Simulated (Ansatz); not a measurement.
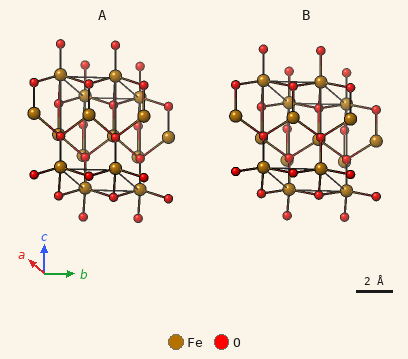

Two geometries of solid FeO (a generated structure, set up in P6_3mc), drawn at one scale. One is the start of a relaxation, the other its converged end. A ball-and-stick model of the cell of the calculation, seen from a free direction.

Theory: Ansatz 0.2.0, DFT PBE, scalar-relativistic, plane waves, PAW. Settings: plane-wave cutoff 420 eV; k-point mesh 18 × 18 × 8; occupations gaussian; smearing width 0.1 eV; collinear spin; cell and atoms relaxed; force threshold 0.01 eV/Å; at most 60 steps.

Question: Which of the two is the end point?

Answer: Structure A is the relaxed one. Case: Co → Fe on all its sites, cell and atoms relaxed. The largest moves relative to the cell, 0.076 Å, are those of Fe and O atoms. Largest moves by element: O 0.076 Å, Fe 0.076 Å. Cell: a = b 3.230 → 3.090 Å (−4.3 %), c 5.393 → 5.736 Å (+6.4 %). Volume −2.7 %. Near-neighbour distances that change, for instance: Fe–O 1.945 → 1.917 Å, Fe–O 2.010 → 2.022 Å. Bond angles that change, for instance: Fe–O–Fe 106.9° → 99.7°, O–Fe–O 106.9° → 99.7°, O–Fe–O 111.9° → 118.1°. The space group stays P6_3mc (No. 186). The energy falls by 18.9 meV per atom in 6 accepted moves (8 points after the start). The largest force component goes from 0.062 to 0.0023 eV/Å. The pressure goes from 0.14 to −0.02 GPa. The SCF was repeated twice at an unchanged geometry on a basis and grid sized afresh for the cell, which shifted the energy by 1.0 meV per atom at most. The run may lie on a higher electronic state than the lowest, so the end point isn't shown to be the ground-state structure. Cost: 10 min on 1 thread of Arm Neoverse V1, on a shared host, peak memory 0.68 GiB.
